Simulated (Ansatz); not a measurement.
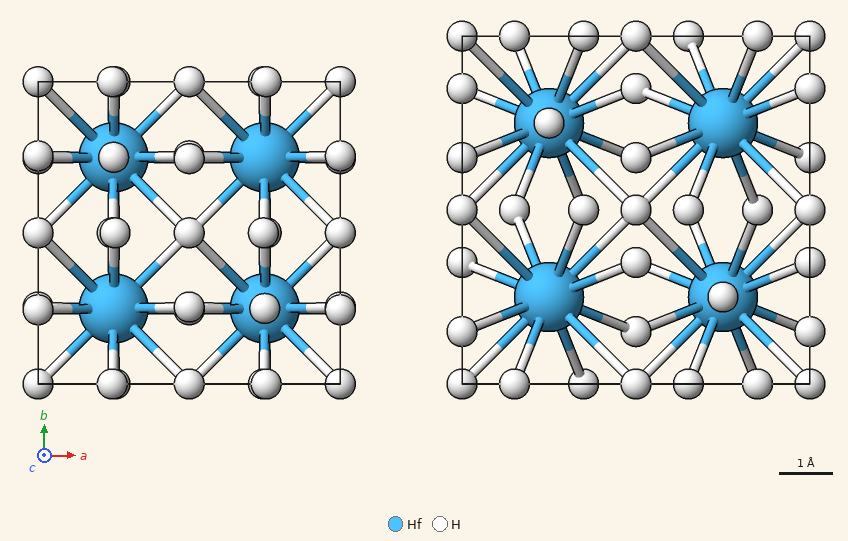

Two geometries of solid HfH₈ (a generated structure, set up in F-43m) (coarse preliminary run), drawn at one scale. One is the start of a relaxation, the other its converged end. A ball-and-stick model of the conventional cell (4 times the calculation's cell), seen along the c axis. Lengths and directions refer to the drawn axes.

The calculation used DFT PBE, scalar-relativistic, plane waves, PAW (Ansatz 0.2.0). Settings: plane-wave cutoff 420 eV; k-point mesh 4 × 4 × 4; occupations gaussian; smearing width 0.1 eV; no spin polarisation; cell and atoms relaxed; force threshold 0.04 eV/Å; at most 70 steps.

**Which of the two is the end point?**

The left one is the relaxed one. The largest moves relative to the cell, 0.55 Å, are those of H atoms. Hf stays in place. The volume changes by −34.4 %, with a = b = c 6.666 → 5.793 Å (−13.1 %). Near-neighbour distances that change, for instance: H–Hf 2.448 → 2.048 Å, H–Hf 2.887 → 2.508 Å. Among the angles between lasting bonds that change: Hf–H–Hf 148.6° → 178.5°. The space group stays F-43m (No. 216). Over 6 accepted moves (7 points after the start) the energy falls by 364 meV per atom. The largest force component goes from 0.13 to 0.011 eV/Å. Pressure: −17.57 GPa at the start and −0.08 GPa at the end. At 1 point the geometry stayed and the basis and grid were re-selected for the new cell (energy shift of 1.9 meV per atom at most each time).
